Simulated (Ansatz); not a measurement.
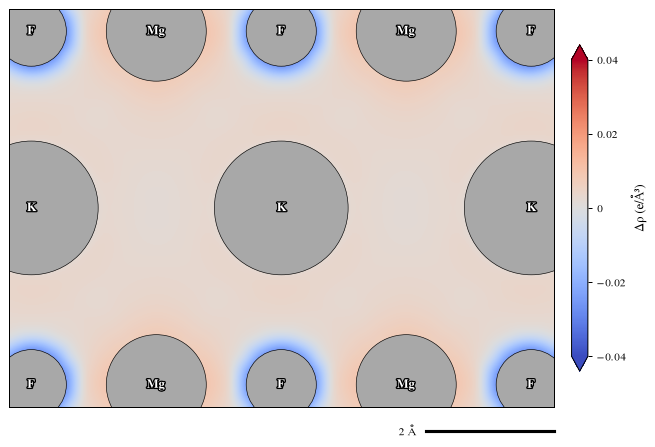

KMgF3. Difference of the valence pseudo-densities of two functionals at the same geometry, on the (11̄0) plane of the calculation cell: LDA less PBE.

Both computed with Ansatz (plane waves, PAW), on the same k-point mesh. Grey discs cover the atomic cores.

```xyz
5
Lattice="3.9242 0.0000 0.0000 0.0000 3.9242 0.0000 0.0000 0.0000 3.9242" Properties=species:S:1:pos:R:3 pbc="T T T"
K     1.9621    1.9621    1.9621
Mg    0.0000    0.0000    0.0000
F     1.9621    0.0000    0.0000
F     0.0000    1.9621    0.0000
F     0.0000    0.0000    1.9621
```

**What does the difference map show?**

Against PBE, LDA gives more density around Mg (+0.005 e/Å³ on average at 1.0 Å from the nucleus), less density around F (−0.009 e/Å³ on average at 0.7 Å from the nucleus) and a change of +0.007 e/Å³ at the midpoint of Mg–F and +0.004 e/Å³ at the midpoint of K–F.
